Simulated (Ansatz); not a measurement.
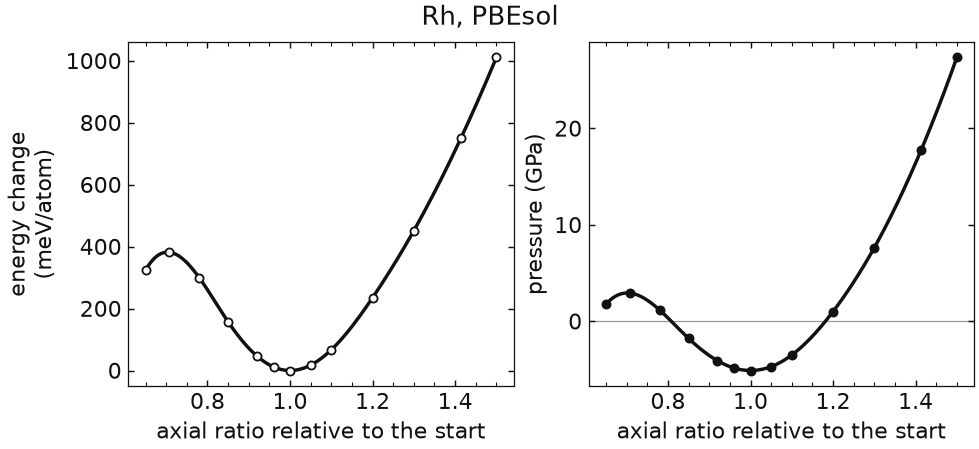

The figure shows the energy change and pressure against relative axial ratio for Rh, space group Fm-3m (No. 225).

The given structure:
```xyz
1
Lattice="0.0000 1.9016 1.9016 1.9016 0.0000 1.9016 1.9016 1.9016 0.0000" Properties=species:S:1:pos:R:3 pbc="T T T"
Rh    0.0000    0.0000    0.0000
```

Calculation (Ansatz 0.2.0): deformation of a crystal at fixed volume, lengths along the axis scaled against those across it, fractional coordinates fixed, by plane-wave density functional theory with PAW datasets, free energies less that of the undisturbed cell, pressure positive in compression; scalar-relativistic. Level: PBEsol, no spin polarisation.

```
       setting                              value
   wave cutoff                             420 eV
        k mesh                           24×24×24
   occupations                           Gaussian
smearing width                            0.15 eV
       k shift             (0, 0, 0) (mesh steps)
         start                           as given
          path                         tetragonal
axis direction  (0, 0, 1) (Cartesian unit vector)
```

Q: Where does the curve of the energy change have its lowest point?

A: The lowest computed point is at relative axial ratio 1.000 (0 meV/atom); the curve passes over a maximum at 0.707 (382 meV/atom) and turns down again towards the edge of the range.

Q: Read off the course of the pressure.

A: It goes from 1.8 GPa at relative axial ratio 0.650 to 27.4 GPa at 1.500, not monotonically, with a low of −5.1 GPa at 1.000, and changes sign near 0.81 and 1.18.

Note: reference crystal is not relaxed.
